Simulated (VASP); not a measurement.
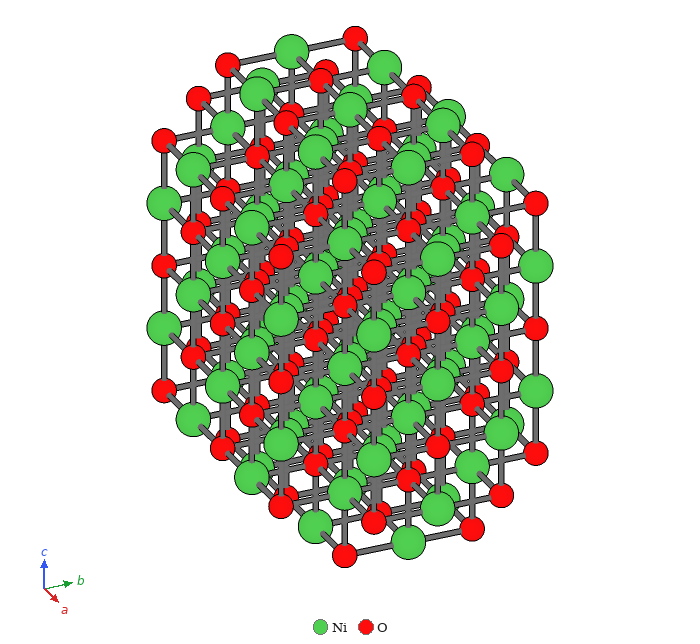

The compound is NiO (space group Fm-3m, No. 225), taken as the end point of a relaxation with VASP 6.6.1, VASP Kohn-Sham DFT of a periodic cell, BLYP, VASP PAW PBE potentials, minimal, release 54.

Bonds are taken as Ni–O below 2.4 Å; no other contact counts. Atoms with one bond or none are removed and atoms with two bonds are replaced by edges, until no such atom is left.

What kind of net remains, and which atoms are its nodes?

Answer. A uninodal 6-connected, three-periodic net: Ni and O are 6-connected nodes.

Does the net have a name?

Answer. It is the pcu net, known from NaCl, ReO3 and the B-X framework of perovskite.

Is the net interpenetrated?

Answer. It is a single net, without interpenetration.

Give the first four terms of the coordination sequence (nodes one, two, three … edges away).

Answer. Ni and O: 6, 18, 38, 66.

Give the point symbol of each node (shortest cycle at each angle).

Answer. Ni and O: 4¹²·6³.

The simplified net, drawn on the atoms' positions. Nodes are coloured by element. Edges to nodes outside the piece are drawn as stubs.

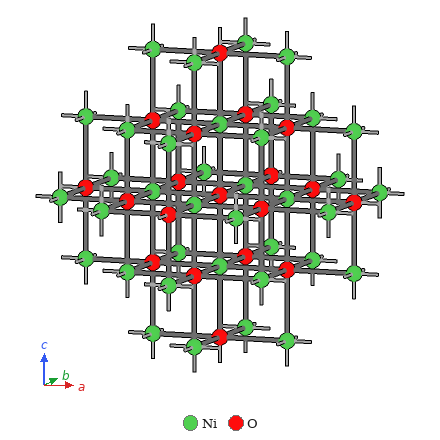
